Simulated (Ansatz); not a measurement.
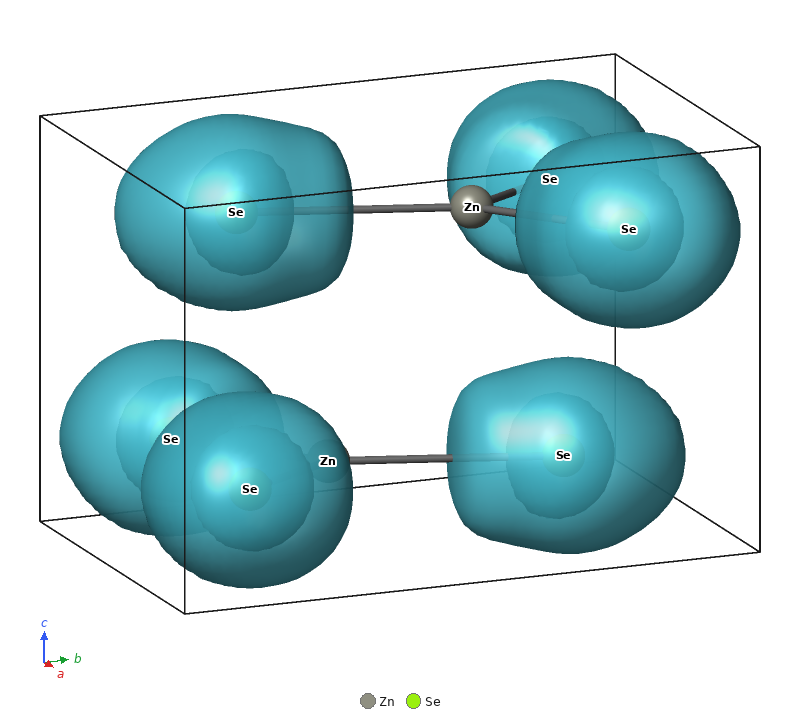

ZnSe3. Isosurface of the ELF at 0.7 (cyan), seen slightly off an axis. Core shells and regions of very low density are left out. Sticks mark near contacts.

Space group P6₃/mmc; a structure generated by program, which may or may not match a known phase.

The calculation used Ansatz, DFT PBE, scalar-relativistic, plane waves, PAW.

In a PAW calculation such maps are meaningful between the atoms, not at the nuclei.

```cif
data_structure
_symmetry_space_group_name_H-M 'P 1'
_symmetry_Int_Tables_number 1
_cell_length_a 7.6690
_cell_length_b 7.6690
_cell_length_c 4.1154
_cell_angle_alpha 90.000
_cell_angle_beta 90.000
_cell_angle_gamma 120.000
_cell_volume 209.61
loop_
_atom_site_label
_atom_site_type_symbol
_atom_site_fract_x
_atom_site_fract_y
_atom_site_fract_z
_atom_site_occupancy
Zn1 Zn 0.33333 0.66667 0.75000 1
Zn2 Zn 0.66667 0.33333 0.25000 1
Se1 Se 0.84832 0.69663 0.25000 1
Se2 Se 0.30337 0.15168 0.25000 1
Se3 Se 0.84832 0.15168 0.25000 1
Se4 Se 0.15168 0.30337 0.75000 1
Se5 Se 0.69663 0.84832 0.75000 1
Se6 Se 0.15168 0.84832 0.75000 1
```

Where are the electrons localised?

Answer. The ELF exceeds this value in six regions wrapped around Se (the valence shell of each), counted in one cell of 8 atoms. Any copies at cell faces, edges or corners count once.

Values along the shortest contacts:
Zn–Se (2.41 Å): the ELF is about 0.60 at the midpoint.

Does the calculation give a band gap?

Answer. It is gapless in this calculation (a metal or semimetal).

Which way does charge flow, and how much by Bader's partition?

Answer. Electrons move from Zn towards Se. Bader charges: Zn +0.63 and Se −0.21 e.
